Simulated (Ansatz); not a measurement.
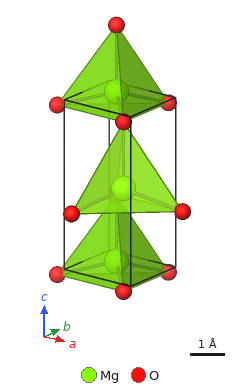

Crystalline MgO (set up in P6_3mc), before the relaxation. A polyhedral model of the cell of the calculation, seen slightly off an axis.

Method: DFT PBE, scalar-relativistic, plane waves, PAW in Ansatz 0.2.0.

Input file:
```yaml
crystal:
  lattice:
    - [3.3479032019, 0.0, 0.0]
    - [-1.6739516009, 2.8993692222, 0.0]
    - [0.0, 0.0, 5.1689166704]
  atoms:
    - { symbol: Mg, position: [0.3333333333, 0.6666666667, 0.0061939067] }
    - { symbol: Mg, position: [0.6666666667, 0.3333333333, 0.5061939067] }
    - { symbol: O, position: [0.3333333333, 0.6666666667, 0.3984060833] }
    - { symbol: O, position: [0.6666666667, 0.3333333333, 0.8984060833] }
basis:
  ecutwfc: 420
kpoints:
  mp_grid: { grid: [12, 12, 6] }
hamiltonian:
  xc: pbe
scf:
  occupations: { method: gaussian, width: 0.02 }
output:
  forces: true
  stress: true
  eigenvalues: true
relax:
  adjacent_minimum: "off"
  f_tol: 0.01
  max_steps: 30
  cell: { stress_tol: 0.1, fix: [volume] }
```

Command:
```bash
ansatz run input.yaml --threads 1 --pin off --max-ram 2560MiB --backend cpu --events-out ev --progress --plain --runs-dir out
```

Where does the relaxation end?

Over 2 accepted moves (3 points after the start) the energy falls by 0.2 meV per atom. The largest force component goes from 0.022 to 0.007 eV/Å. Pressure: −3.19 GPa at the start and −3.08 GPa at the end. At 1 point the geometry stayed and the basis and grid were re-selected for the new cell (energy shift of less than 0.05 meV per atom at most each time). The largest moves relative to the cell, 0.006 Å, are those of Mg1, Mg2, O3 and O4. Mg2 goes along +c. By element the largest moves are Mg 0.006 Å, O 0.006 Å. The drawn cell changes at constant volume: a = b 3.348 → 3.339 Å (−0.3 %), c 5.169 → 5.197 Å (+0.5 %). The space group stays P6_3mc (No. 186). The run took 20 s on 1 thread of Arm Neoverse V2, on a shared host, peak memory 0.36 GiB.
